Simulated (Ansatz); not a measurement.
## Run report: Mo3HS6, geometry relaxation (part 2 of 2)

Mo3HS6 (slab, 10 atoms in the cell); DFT PBEsol, scalar-relativistic, plane waves, PAW, no spin polarisation (Ansatz 0.2.0); cutoff 420 eV, 10×5×1 k-mesh, Gaussian smearing of 0.1 eV. The structure derives from an entry of the Crystallography Open Database. The input holds or restrains some coordinates. Forces given for the steps count only the free coordinates. It belongs to a series of runs on one base structure; here: H over the place (0/6, 0/6) of the surface cell, its height relaxed.

Geometry of the input (Å; fractional positions):
```
3.1204  0.0000  0.0000
-1.5602  6.1523  0.0000
0.0000  0.0000  25.6598
S  0.8927  0.7854  0.3313
Mo 0.5322  0.0643  0.3568
S  0.1716  0.3432  0.3824
S  0.4249  0.8498  0.4354
Mo 0.0634  0.1268  0.4560
S  0.7047  0.4095  0.4862
S  0.9629  0.9257  0.5411
Mo 0.6029  0.2057  0.5589
S  0.1730  0.3460  0.6172
H  0.1730  0.3460  0.6702
```

```
WARN: The output density's exchange-correlation potential varies sharply where the density is thin. Do not read a vacuum level from v_tot or v_xc, or from such a field of the output density. On a cell that repeats whose density bears no net charge and no dipole along the vacuum's axis use v_es (v_loc + v_h of the components); under efield.dipole_correction with no amplitude use v_es + v_field, which holds any external_charges[].barrier, or the levels of the report's work_function block, which leave it out; under a non-zero efield.amplitude the vacuum is tilted and has no level; on a cell that repeats and bears such a dipole with no correction it is tilted too, and efield.dipole_correction with no amplitude gives each side of its ramp a level where efield: is served; in a cell that repeats whose density bears a net charge (total_charge, or a fill off its count) it is curved and has none; of a slab under crystal.periodic whose density bears no net charge use v_es, which has a level on each side, short of where the two are joined; of another it falls or rises all the way out and has none; of a slab beside external_charges read slab_vacuum_level instead, which it has where they leave it neutral. The grid or the basis barely resolves most such structure, and the values can differ between equally converged runs; as a rule a tighter scf.convergence.dr2_threshold does not remove it. Where the density itself ripples (under the LDA too) a higher basis.ecutwfc lessens it. The files hold the spikes' plane waves up to the density's cutoff. Files: v_tot_of_output_density and the like, and their columns of v_z.tsv (output.write_potential); v_xc_of_output_density and the like, and their columns of v_comp_z.tsv (output.write_potential_components). Measured: with its Gaussian average of σ = 0.25 Å subtracted twice, the exchange-correlation potential is over 0.1 eV at 370 of the grid points where the equally averaged density (valence and model cores) is under 1e-3 e/Å³, and 0.250 eV at the most among them, at an averaged density of 8.7e-4 e/Å³. The input density's (outcome.potential() and, of a run that writes arrays, v_tot and v_xc) is over 0.1 eV, so measured, at 372 points of its own thin density, 0.251 eV at the most. See output.write_potential in the manual, Limitations
SCF converged after 3 iterations
Free energy (F): -20021.162270 eV
Harris-Foulkes:  -20021.162270 eV  (|F-HF|=9.75e-10)
Internal energy: -20021.136595 eV  (E = F + TS)
E sigma→0 (E₀):  -20021.149433 eV
Entropy (-TS):   -0.025675 eV (-2.567 meV/atom)
Fermi energy:    1.207242 eV
Dipole field:    D = 0.087225 V/Å  (p = 0.237455 e·Å, saw-weighted, corrected)
Work function:   Φ+ = 2.6537 eV   Φ− = 4.8919 eV
Levels:          The Fermi level and band energies are counted from a zero that moves with the ramp; work functions are not
--- Per-component energies (eV) ---
  E_band       = -1246.555031
  E_kinetic    = 1980.175966
  E_local      = -64058.363233  (includes V_loc(G=0)·N_el)
  E_nonlocal   = 608.745501
  E_hartree    = 30950.873149
  E_xc         = -1131.329301
  E_vxc        = -1219.126898  (∫ρ·V_xc dr)
  E_paw        = -12937.339598  (= ΣΔE_a)
  E_vpaw       = -466.301466  (= ΣTr[D̂ρ^β])
  E_aug_tail   = -0.001026  (compensation charges beyond the density's cutoff)
  E_efield     = 0.010356  (sawtooth field / dipole correction)
  E_vefield    = 6.557982  (∫n·V_field dr)
  E_ewald      = 24565.091997
  E_core_change = 0.999594  (= ΣΔE_core)
  E_smearing   = -0.025675  (= −TS)
  E_closure    = -0.000000  (closes the sum)
  Σ components = -20021.162270   (vs F -20021.162270, Δ=0.00e0)
--- Forces (eV/Å), atoms counted from 1 ---
  atom   1  S      0.00000657     1.66071239    -0.59988669
  atom   2  Mo     0.00010796    -3.03538286     2.78552257
  atom   3  S      0.00004890     0.91629227    -1.35068810
  atom   4  S      0.00013155     0.31068104    -1.24597814
  atom   5  Mo    -0.00029334     0.09623334     0.65634866
  atom   6  S     -0.00009062     0.05273044    -0.06232073
  atom   7  S      0.00019104     0.12799424     0.03841014
  atom   8  Mo    -0.00001486    -0.24554806    -0.19323165
  atom   9  S     -0.00009535     0.29139039    -0.02887041
  atom  10  H      0.00000713    -0.17509444     0.00065102
  max |Σ_I F_I| component: 4.33e-5 eV/Å
--- Band table (eV; the first three rows and the last of 26) ---
  k-point 0: bands = ["-60.5166", "-60.4158", "-60.1266", "-34.9099", "-34.7100", "-34.6968", "-34.4436", "-34.4430", "-34.4249", "-34.2910", "-34.2531", "-34.1802", "-14.2312", "-13.6352", "-12.6103", "-12.4319", "-12.2788", "-11.1933", "-6.9831", "-5.5618", "-5.0755", "-4.5857", "-4.0917", "-3.7126", "-3.3414", "-3.0173", "-2.8222", "-2.6753", "-2.6402", "-2.2062", "-1.8717", "-1.1010", "-1.0802", "-0.7803", "-0.5361", "-0.3646", "-0.2143", "-0.1311", "0.1658", "0.6072", "1.2922", "1.4530", "2.0466", "2.4133", "2.5331", "2.8769", "3.1196", "3.1985", "4.0240", "4.2828"]
  k-point 1: bands = ["-60.5166", "-60.4158", "-60.1266", "-34.9099", "-34.7100", "-34.6968", "-34.4437", "-34.4430", "-34.4249", "-34.2910", "-34.2531", "-34.1802", "-14.2179", "-13.5582", "-12.6456", "-12.4370", "-12.3278", "-11.2620", "-6.9958", "-5.3303", "-5.1459", "-4.5237", "-3.9453", "-3.7521", "-3.3152", "-3.0157", "-2.8800", "-2.6842", "-2.6454", "-2.1904", "-1.9749", "-1.2332", "-1.0829", "-0.9687", "-0.7542", "-0.3401", "-0.2818", "0.1502", "0.2418", "0.6507", "1.2412", "1.4326", "2.1080", "2.3665", "2.5223", "2.8555", "3.0883", "3.2610", "4.0165", "4.4091"]
  k-point 2: bands = ["-60.5166", "-60.4158", "-60.1266", "-34.9099", "-34.7100", "-34.6968", "-34.4437", "-34.4430", "-34.4249", "-34.2910", "-34.2532", "-34.1802", "-14.1979", "-13.3655", "-12.8424", "-12.4546", "-12.3107", "-11.3830", "-7.0180", "-5.2921", "-4.7312", "-4.3450", "-4.0083", "-3.7656", "-3.2529", "-3.0129", "-2.9915", "-2.8139", "-2.5939", "-2.1649", "-2.1642", "-1.5563", "-1.0880", "-1.0545", "-0.7745", "-0.3911", "-0.3479", "0.1206", "0.4497", "0.8366", "1.1681", "1.3556", "2.1886", "2.3000", "2.5182", "2.8267", "2.9235", "3.5393", "4.0107", "4.4461"]
  k-point 25: bands = ["-60.4909", "-60.3905", "-60.1033", "-34.8568", "-34.7943", "-34.7444", "-34.6682", "-34.6629", "-34.4284", "-34.3901", "-34.2904", "-34.2279", "-13.3892", "-12.2256", "-12.0326", "-11.7759", "-11.6315", "-10.6760", "-6.5350", "-5.7350", "-5.5811", "-5.1220", "-4.5306", "-4.3978", "-4.0159", "-3.6482", "-3.4371", "-3.2181", "-3.0320", "-2.7718", "-2.4984", "-2.3666", "-2.0541", "-1.9182", "-1.5462", "-0.8919", "-0.6945", "0.4597", "1.2454", "1.3214", "1.4358", "2.2582", "2.5744", "2.8013", "2.8994", "3.0191", "3.2847", "3.4102", "4.0831", "5.2334"]
--- Relaxed structure (4 steps of the walk, 4 accepted, 0 SCFs on fresh bases) ---
  F+E_penalty+E_count = -20021.16227048 eV   max|allowed force component| = 6.510e-4 eV/Å
  atoms:
    - { symbol: S, position: [0.8927222995449999, 0.7854433173999998, 0.3312576919] }
    - { symbol: Mo, position: [0.532156033795, 0.06431078589999999, 0.3568487551] }
    - { symbol: S, position: [0.17158976799500003, 0.3431782543, 0.38243981819999995] }
    - { symbol: S, position: [0.42487769244499995, 0.8497541031999999, 0.4354374435999999] }
    - { symbol: Mo, position: [0.06342210659500001, 0.1268429315, 0.45603511569999994] }
    - { symbol: S, position: [0.7047333470449999, 0.4094654123999999, 0.48619708939999995] }
    - { symbol: S, position: [0.9628709171449998, 0.9257405525999999, 0.5411345583] }
    - { symbol: Mo, position: [0.6028616923449999, 0.20572210299999993, 0.5588565878] }
    - { symbol: S, position: [0.17301969724500002, 0.34603811279999996, 0.6172031673] }
    - { symbol: H, position: [0.17301969724500002, 0.34603811279999996, 0.6705481676714825] }
```

Trajectory as extended XYZ (Å, eV, eV/Å), 4 frames, from step=1 to step=4:
```
10
Lattice="3.1204 0.0000 0.0000 -1.5602 6.1523 0.0000 0.0000 0.0000 25.6598" Properties=species:S:1:pos:R:3:forces:R:3 step=1 energy=-20021.16144
S     1.5602    4.8323    8.5000    0.0000   1.6608  -0.5999
Mo    1.5602    0.3957    9.1567    0.0001  -3.0355   2.7845
S     0.0000    2.1113    9.8133    0.0001   0.9156  -1.3507
S     0.0000    5.2280   11.1732    0.0001   0.3110  -1.2466
Mo    0.0000    0.7804   11.7018   -0.0003   0.0962   0.6591
S     1.5602    2.5192   12.4757   -0.0001   0.0535  -0.0634
S     1.5602    5.6955   13.8854    0.0002   0.1298   0.0411
Mo    1.5602    1.2657   14.3401    0.0000  -0.2500  -0.2044
S     0.0000    2.1289   15.8373   -0.0001   0.2942  -0.2094
H     0.0000    2.1289   17.1973    0.0000  -0.1759   0.1897
10
Lattice="3.1204 0.0000 0.0000 -1.5602 6.1523 0.0000 0.0000 0.0000 25.6598" Properties=species:S:1:pos:R:3:forces:R:3 step=2 energy=-20021.16209
S     1.5602    4.8323    8.5000    0.0000   1.6607  -0.5999
Mo    1.5602    0.3957    9.1567    0.0001  -3.0355   2.7854
S     0.0000    2.1113    9.8133    0.0000   0.9160  -1.3505
S     0.0000    5.2280   11.1732    0.0001   0.3110  -1.2463
Mo    0.0000    0.7804   11.7018   -0.0003   0.0962   0.6574
S     1.5602    2.5192   12.4757   -0.0001   0.0532  -0.0629
S     1.5602    5.6955   13.8854    0.0002   0.1286   0.0396
Mo    1.5602    1.2657   14.3401    0.0000  -0.2475  -0.1981
S     0.0000    2.1289   15.8373   -0.0001   0.2925  -0.1134
H     0.0000    2.1289   17.2020    0.0000  -0.1754   0.0884
10
Lattice="3.1204 0.0000 0.0000 -1.5602 6.1523 0.0000 0.0000 0.0000 25.6598" Properties=species:S:1:pos:R:3:forces:R:3 step=3 energy=-20021.16227
S     1.5602    4.8323    8.5000    0.0000   1.6607  -0.5999
Mo    1.5602    0.3957    9.1567    0.0001  -3.0354   2.7855
S     0.0000    2.1113    9.8133    0.0000   0.9163  -1.3508
S     0.0000    5.2280   11.1732    0.0001   0.3106  -1.2460
Mo    0.0000    0.7804   11.7018   -0.0003   0.0962   0.6563
S     1.5602    2.5192   12.4757   -0.0001   0.0527  -0.0624
S     1.5602    5.6955   13.8854    0.0002   0.1280   0.0384
Mo    1.5602    1.2657   14.3401    0.0000  -0.2456  -0.1933
S     0.0000    2.1289   15.8373   -0.0001   0.2914  -0.0287
H     0.0000    2.1289   17.2061    0.0000  -0.1751   0.0007
10
Lattice="3.1204 0.0000 0.0000 -1.5602 6.1523 0.0000 0.0000 0.0000 25.6598" Properties=species:S:1:pos:R:3:forces:R:3 step=4 energy=-20021.16227
S     1.5602    4.8323    8.5000    0.0000   1.6607  -0.5999
Mo    1.5602    0.3957    9.1567    0.0001  -3.0354   2.7855
S     0.0000    2.1113    9.8133    0.0000   0.9163  -1.3507
S     0.0000    5.2280   11.1732    0.0001   0.3107  -1.2460
Mo    0.0000    0.7804   11.7018   -0.0003   0.0962   0.6563
S     1.5602    2.5192   12.4757   -0.0001   0.0527  -0.0623
S     1.5602    5.6955   13.8854    0.0002   0.1280   0.0384
Mo    1.5602    1.2657   14.3401    0.0000  -0.2455  -0.1932
S     0.0000    2.1289   15.8373   -0.0001   0.2914  -0.0289
H     0.0000    2.1289   17.2061    0.0000  -0.1751   0.0007
```

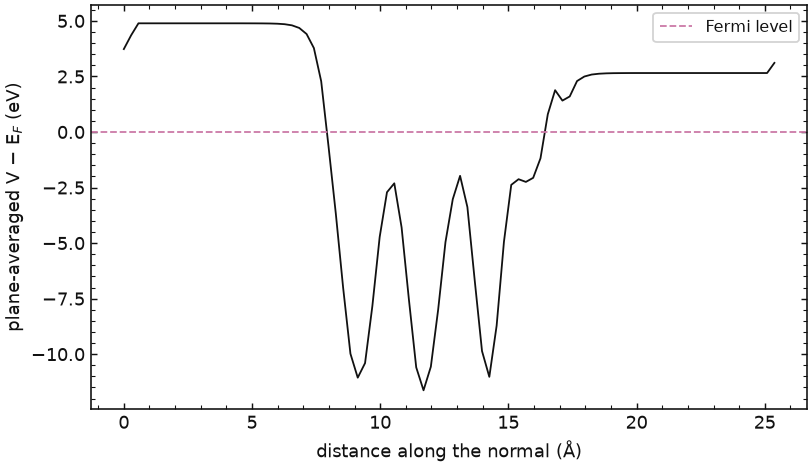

Figure 1. Plane average of the electrostatic potential energy of an electron across the cell, from the Fermi level. The vacuum level lies 2.65 eV above the Fermi level on the upper side and 4.89 eV on the lower.

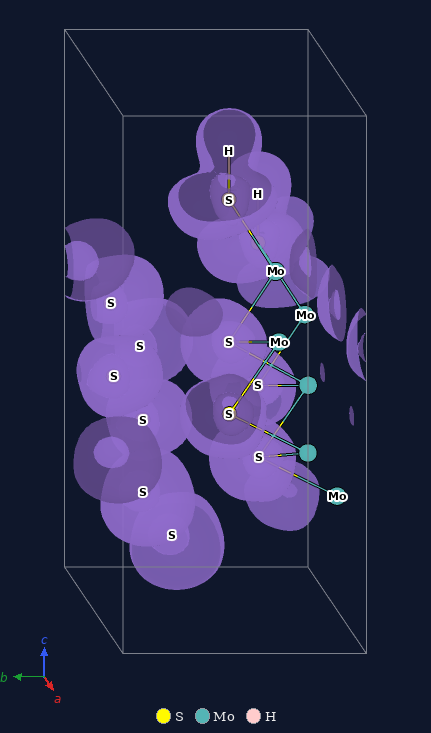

Figure 2. Isosurface of the electron localisation function at 0.7 (purple), seen at an oblique angle. Only the valence region is drawn (cores and ρ < 0.01 e/Å³ removed). Sticks mark near contacts. Mo–S (2.25 Å): the ELF is about 0.50 at the midpoint. In a PAW calculation such maps are meaningful between the atoms, not at the nuclei.

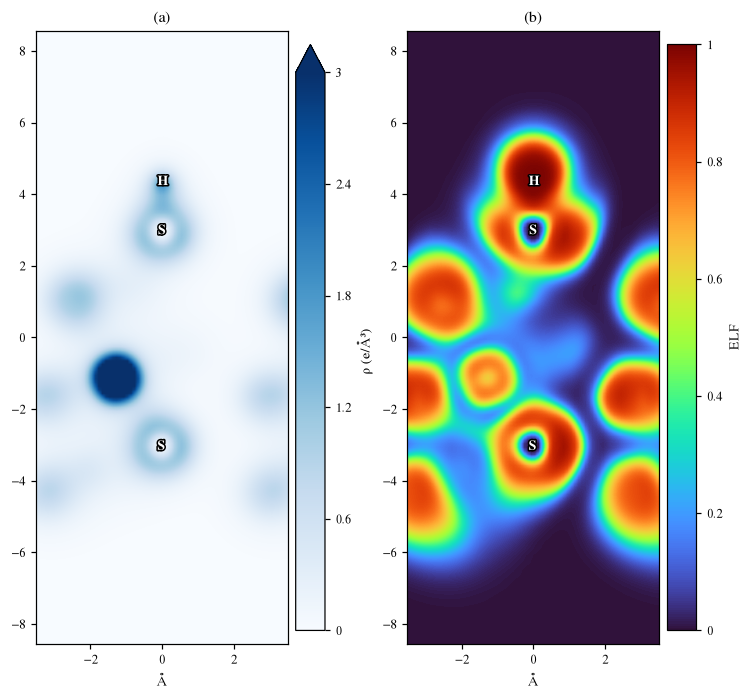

Figure 3. (a) valence electron density; (b) electron localisation function on the (100) plane of the calculation cell, a cut from vacuum to vacuum. Atoms in the plane: S and H. S–H (1.37 Å): ρ is about 1.4 e/Å³ halfway; the ELF climbs to about 1 towards the hydrogen; a covalent bond by its length. The density dies away to nearly zero in the vacuum.

Results in brief:

- outcome: converged under the restraints of the input
- electrons treated: 79
- free energy: −20021.1623 eV
- work function, top face: 2.65 eV
- work function, bottom face: 4.89 eV
- Fermi energy: 1.207 eV
- gap on the k-point mesh: none (metallic)
- final volume: 492.61 Å³
- work function (upper face): 2.65 eV
- largest force (length of the vector) at the end, held atoms and coordinates included: 4.120 eV/Å
- wall time: 62 s (CPU time 4 min)
- peak memory: 1.2 GiB

The program warns: the structure was made exactly symmetric; the k-point mesh lowers the symmetry that the run can use; the exchange-correlation potential is rough where the density is thin. The cell holds an odd number of electrons but the run has no spin polarisation, so a band is left half filled.
